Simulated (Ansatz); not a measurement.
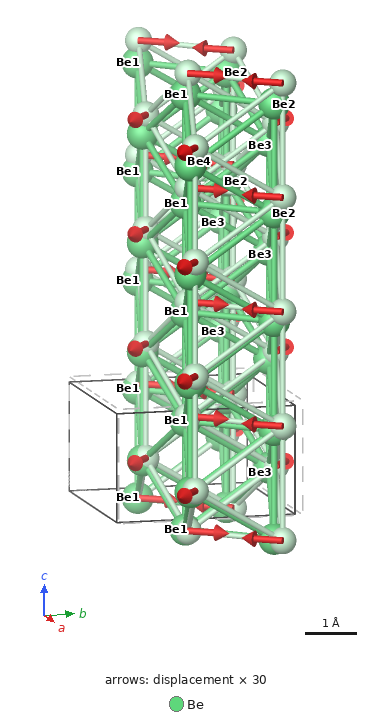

A symmetric starting cell of Be, drawn pale, and a changed version of it, drawn solid. The red arrows show how the atoms are displaced (without the part that the change of the cell carries along), magnified 30 times. Besides, the cell is strained by −4.9 % along c and −3.4 % across it (volume −11.2 %). A ball-and-stick model of the cell of the calculation, repeated 2 × 1 × 4 with one cell outlined, seen slightly off an axis.

Computed with DFT PBEsol, scalar-relativistic, plane waves, PAW (Ansatz). (plane-wave cutoff 420 eV; k-point mesh 10 × 10 × 16; occupations gaussian; smearing width 0.1 eV; no spin polarisation)

Describe the displacements and the computed response.

Atoms are displaced by 0.03 Å relative to the cell: Be2 0.03 Å along [−2 −3 0]. No relaxation follows. The starting cell wasn't computed here and needn't be at equilibrium, so pressure and forces aren't due to the change alone. The pressure is 16.4 GPa (not all of it need come from the change, since the unchanged cell can be under pressure at this level too). The principal stresses (compression positive) are 17.7 GPa along c and 15.8 GPa across it. The largest forces, 0.33 eV/Å, act on Be1, Be2, Be3 and Be4; on Be3 it points along [3 −2 0]. Near-neighbour distances before and after: Be–Be 2.147 → 2.017 Å, Be–Be 2.281 → 2.170 Å, Be–Be 2.222 → 2.139 to 2.151 Å. The space group (tolerance 0.01 Å) goes from P4_2/mnm (No. 136) to P4_2/m (No. 84).
